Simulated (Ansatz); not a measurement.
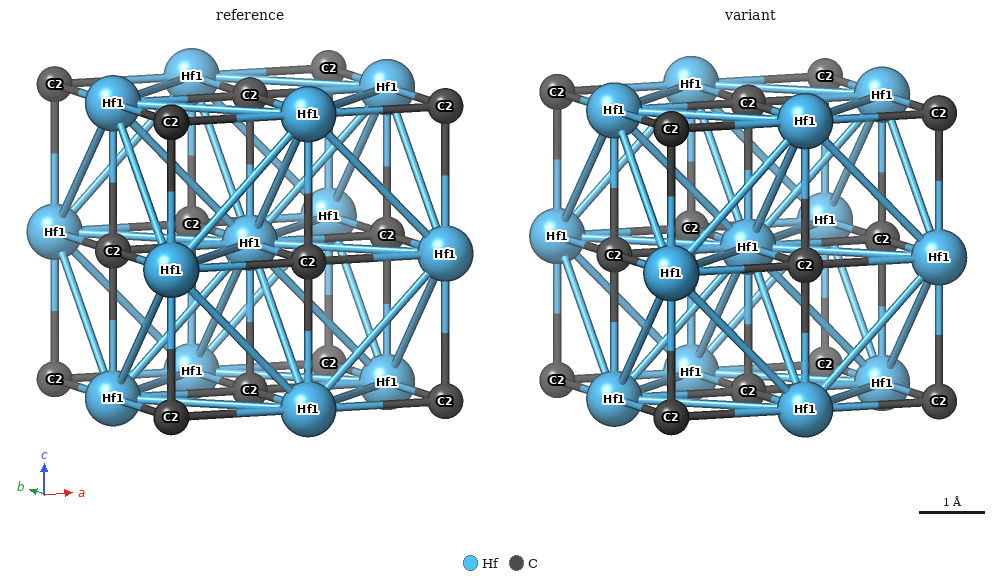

Left: a symmetric starting cell of HfC. Right: the same structure after one change, at the same scale. A ball-and-stick model of the conventional cell (4 times the calculation's cell), seen slightly off an axis. Lengths and directions refer to the drawn axes.

Computed with Ansatz, DFT PBEsol, scalar-relativistic, plane waves, PAW. (plane-wave cutoff 420 eV; k-point mesh 16 × 16 × 16; occupations gaussian; smearing width 0.1 eV; no spin polarisation)

Question: What distinguishes the right structure from the left one?

Answer: All lengths are scaled by −2.3 % (volume −6.7 %), the atoms keeping their fractional coordinates. No relaxation follows. The starting cell wasn't computed here and needn't be at equilibrium, so pressure and forces aren't due to the change alone.

Question: And its effect?

Answer: The pressure is 11.2 GPa (not all of it need come from the change, since the unchanged cell can be under pressure at this level too). All forces vanish by symmetry. Near-neighbour distances before and after: Hf–Hf 3.288 → 3.213 Å, C–Hf 2.325 → 2.272 Å. The space group stays Fm-3m (No. 225).
